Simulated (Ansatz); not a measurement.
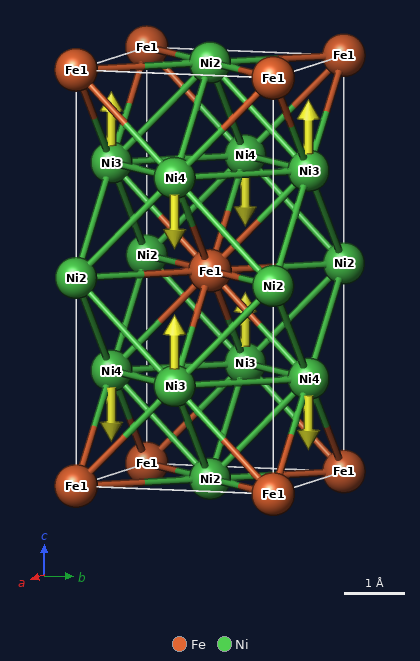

The lowest optical mode of solid FeNi3, space group I4/mmm (No. 139), at the zone centre. The yellow arrows are the displacements of the atoms (eigenvector over the root of the mass), of arbitrary overall length and sign. Style: ball-and-stick. Shown: the conventional cell (2 times the calculation's cell), slightly off an axis. Lengths and directions refer to the drawn axes.

Computed with Ansatz, DFT PBE, scalar-relativistic, plane waves, PAW.

The input:
```yaml
crystal:
  lattice:
    - [-1.771310235, 1.771310235, 3.54404223]
    - [1.771310235, -1.771310235, 3.54404223]
    - [1.771310235, 1.771310235, -3.54404223]
  atoms:
    - { symbol: Fe, position: [0.0, 0.0, 0.0], spin: 3.12 }
    - { symbol: Ni, position: [0.5, 0.5, 0.0], spin: 0.7 }
    - { symbol: Ni, position: [0.75, 0.25, 0.5], spin: 0.72 }
    - { symbol: Ni, position: [0.25, 0.75, 0.5], spin: 0.72 }
basis:
  ecutwfc: 420
kpoints:
  mp_grid: { grid: [18, 18, 18] }
hamiltonian:
  xc: pbe
scf:
  occupations: { method: gaussian, width: 0.2 }
output:
  eigenvalues: true
  populations: true
magnetization:
  spin_polarized: true
phonons:
  method: dfpt
  eigenvectors: true
```

Launched with:
```bash
ansatz run input.yaml --threads 4 --pin off --max-ram 8192MiB --backend cpu --events-out ev --progress --plain --runs-dir out
```

The frequencies depend somewhat on the k-mesh and the smearing.

**Is this crystal at a minimum with respect to the drawn distortion?**

Yes: this softest mode has a real frequency, and so have all others here. That speaks for this wave vector alone: the rest of the zone wasn't checked in this run. This is the B₁g mode at 6.01 THz, the lowest optical level, Raman-active by symmetry. The Fe and Ni (2b) atoms stay at rest; all motion is along c; atoms of one kind move against one another, with no net shift of their sublattice.
